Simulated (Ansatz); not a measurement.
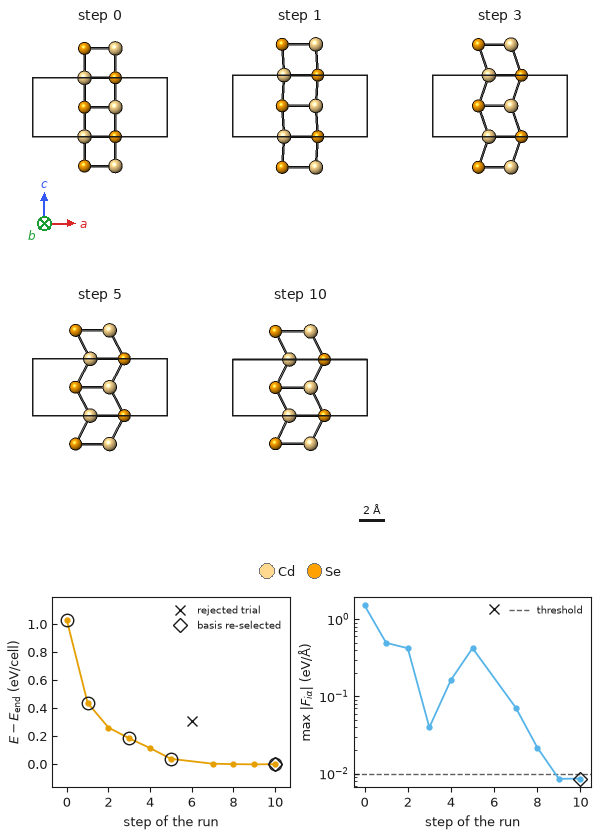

Frames of a relaxation of a wire of composition CdSe, marked on the history of the run. Style: ball-and-stick. Shown: the cell of the calculation, with the vacuum cut short, along the b axis.

Case: ladder chain of atoms.

The calculation used DFT PBE, scalar-relativistic, plane waves, PAW in Ansatz 0.2.0. (plane-wave cutoff 420 eV; k-point mesh 1 × 1 × 14; occupations gaussian; smearing width 0.05 eV; collinear spin; cell relaxed at fixed a, b, alpha, beta, gamma; force threshold 0.01 eV/Å; at most 45 steps)

**What happens along the run?**

After 8 accepted moves (10 points after the start) the energy has fallen by 1.031 eV per cell of the calculation. The largest force component goes from 1.5 to 0.0086 eV/Å. The line search rejected the trial step at point 6 of the run. At 1 point the geometry stayed and the basis and grid were re-selected for the new cell (energy shift of 1.2 meV per cell of the calculation at most each time). The largest moves relative to the layer's centre, 0.74 Å, are those of Se atoms. By element the largest moves are Se 0.74 Å, Cd 0.39 Å. Along the periodic axis the drawn cell goes c 4.830 → 4.611 Å (−4.5 %). Some distances before and after: Cd–Se 2.536 → 2.890 Å, Cd–Se 2.415 → 2.567 Å. Among the angles between lasting bonds that change: Cd–Se–Cd 180.0° → 127.8°, Se–Cd–Se 180.0° → 127.8°, Cd–Se–Cd 90.0° → 63.9°. The program noted that the starting moments weren't kept. From step 0 to 1: Se atoms move most (0.19 Å), energy −0.592 eV per cell of the calculation. From step 1 to 3: Cd atoms move most (0.39 Å), energy −0.254 eV per cell of the calculation. From step 3 to 5: Se atoms move most (0.23 Å), energy −0.146 eV per cell of the calculation. From step 5 to 10: Cd atoms move most (0.08 Å), energy −38.2 meV per cell of the calculation.

```
step  E − E(0), meV/atom  largest force component, eV/Å                      note
   0                0.00                         1.5142                          
   1             -148.11                         0.4950                          
   2             -192.34                         0.4218                          
   3             -211.68                         0.0397                          
   4             -229.00                         0.1637                          
   5             -248.26                         0.4230                          
   6             -180.33                         1.3565                  rejected
   7             -256.93                         0.0718                          
   8             -257.74                         0.0218                          
   9             -258.11                         0.0086                          
  10             -257.81                         0.0086  same geometry, new basis
```
